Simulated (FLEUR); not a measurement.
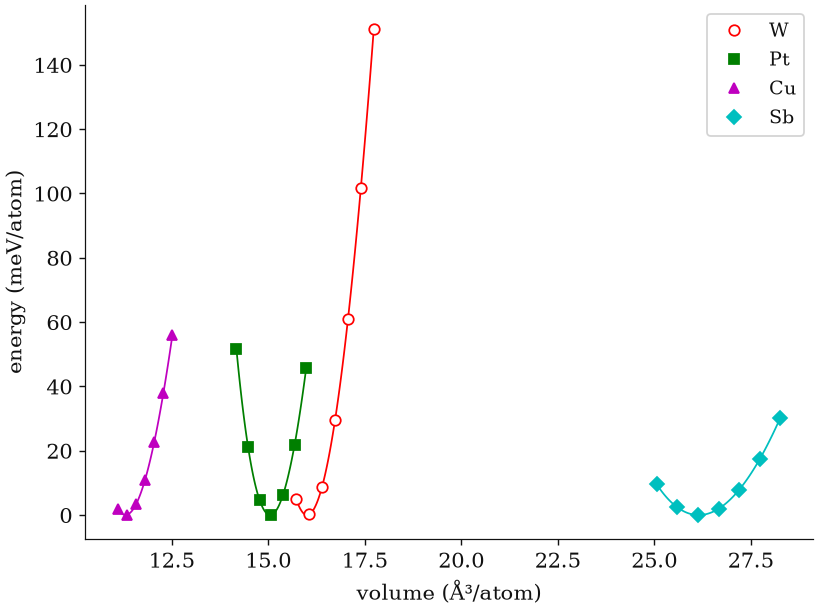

Caption: Energy against volume, with one curve for each element, for Cu, Pt, Sb and W (all in space group Fm-3m (No. 225)).

Settings that differ: W: k mesh 11×11×11; Pt: k mesh 12×12×12; Cu: k mesh 13×13×13; Sb: k mesh 10×10×10.

The fitted equilibrium volumes, smallest first, are Cu 11.303, Pt 15.051, W 16.007, Sb 26.152 Å³/atom. The fitted bulk moduli, smallest first, are Sb 63.5, Cu 168.9, Pt 287.0, W 313.1 GPa.

Method: all-electron LAPW DFT, no spin polarisation; energies at scaled volumes of the given cell, shape and fractions fixed, counted from the fit's minimum, third-order Birch-Murnaghan fit (FLEUR MaX-R8.1 (later development tree)). Level: PBEsol.

```json
{"setting": "occupations", "value": "Fermi–Dirac"}
{"setting": "smearing width", "value": "0.05 eV"}
{"setting": "potentials", "value": "all electron"}
```

Caveats: spin-orbit coupling left out, heavy elements (Pt).
